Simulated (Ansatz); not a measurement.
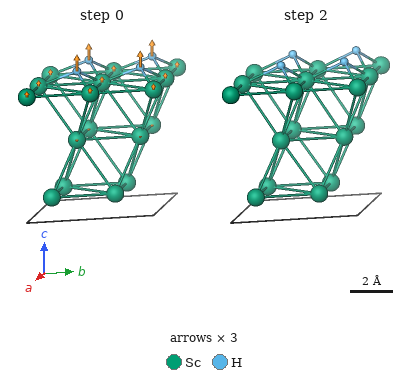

The structure of a slab of composition Sc3H (cut from the Fm-3m phase) before (left) and after (right) a constrained relaxation, at one scale. The orange arrows give the displacements, magnified 3 times.

The picture is a ball-and-stick view of the 2 × 2 repeat of the cell, outlined in the plane, without the vacuum, seen slightly off an axis.

Case: H put at a hollow Sc-Sc-Sc site. The slab is the (1 1 1) face of Sc with H on it. 1 atoms are held fixed.

Theory: DFT PBEsol, scalar-relativistic, plane waves, PAW (Ansatz 0.2.0).

Input file:
```yaml
crystal:
  lattice:
    - [3.2186815821, 0.0, 0.0]
    - [-1.6093407911, 2.7874600168, 0.0]
    - [0.0, 0.0, 24.2560850138]
  atoms:
    - { symbol: Sc, position: [0.6666666667, 0.3333333333, 0.3504275317] }
    - { symbol: Sc, position: [0.3333333333, 0.6666666667, 0.4557152779] }
    - { symbol: Sc, position: [0.0, 0.0, 0.5608268436] }
    - { symbol: H, position: [0.3333333333, 0.6666666667, 0.592983723] }
basis:
  ecutwfc: 420
kpoints:
  mp_grid: { grid: [9, 9, 1] }
hamiltonian:
  xc: pbesol
scf:
  occupations: { method: gaussian, width: 0.1 }
output:
  forces: true
  eigenvalues: true
relax:
  adjacent_minimum: "off"
  f_tol: 0.03
  max_steps: 70
  constraints: [{ sites: [0] }]
efield:
  axis: 3
  dipole_correction: true
```

Describe what moved and what it gained.

The largest move is that of H4, 0.28 Å along the normal (+c). By element the largest moves are H 0.28 Å, Sc 0.10 Å. The lattice vectors keep their values. Some distances before and after: Sc2–Sc3 3.155 → 3.267 Å, Sc3–H4 2.015 → 2.090 Å, Sc1–Sc2 3.158 → 3.128 Å. Bond angles that change, for instance: Sc3–H4–Sc3 106.0° → 100.7°. After 2 geometry steps the energy has fallen by 69.2 meV per cell of the calculation. The largest force component goes from 0.46 to 0.027 eV/Å. The run took roughly 10 core-seconds on a shared host.

Limits of the set-up: the periodic images lie only 3.2 Å apart, so the values are limited by the cell's size.
